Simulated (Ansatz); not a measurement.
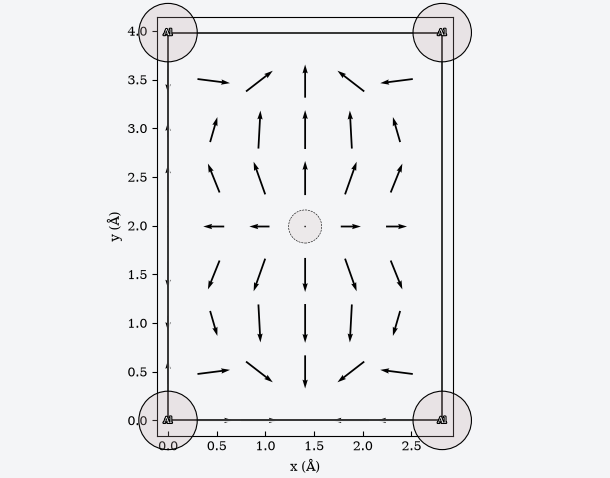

Cu on an Al(110) slab cut from the Fm-3m phase, its upper half relaxed before the scan (16 atoms of substrate and one adsorbate in a 2 × 2 cell). Cu is moved over the surface cell at a fixed height above a rigid substrate; the origin of the map has the adsorbate above Al13; the height is held at 2.20 Å. Places are given modulo a cell vector. The map is drawn in real space over the plane of the surface. The grid has 6 × 8 points; 20 points were computed and 28 follow by symmetry. Places are given in fractions of the 1 × 1 surface cell. The runs have no spin polarisation, so an open-shell adsorbate far from the surface lies too high. At a fixed height the lowest place need not be the adsorption site. Method: DFT PBE+D3(BJ), scalar-relativistic, plane waves, PAW in Ansatz. Settings: cutoff 420 eV, k-mesh 5×4×1, gaussian smearing 0.1 eV, no spin polarisation.

In the figure: arrows along the force (downhill), their lengths compressed, labelled circles for the atoms of the top layer and small ones for the second layer, the outline of one cell of the plane.

The arrows alone are given. Where is the energy lowest?

The arrows converge at a bridge site between two Al atoms, (3/6, 0/8) of the cell vectors (read from the interpolated surface).

The energy map of the same scan:

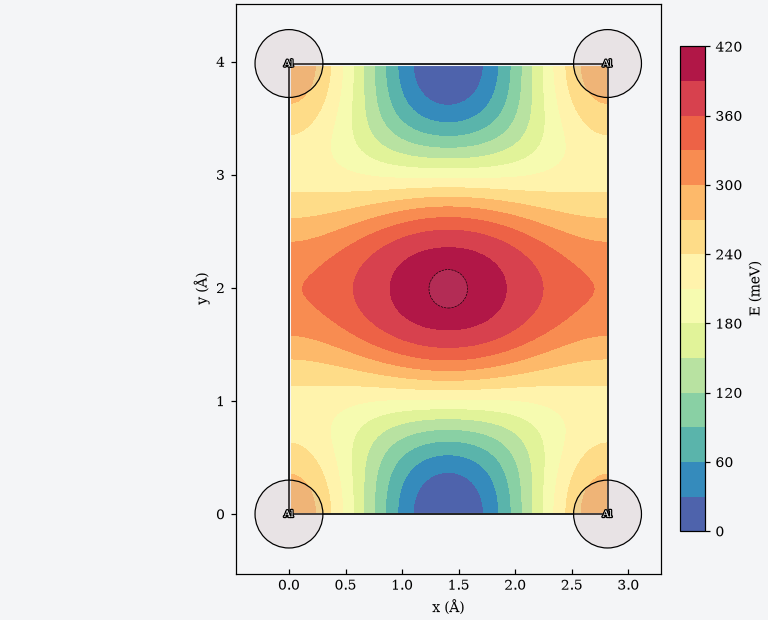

Energies are in meV, from the lowest grid point; between grid points the surface is interpolated.
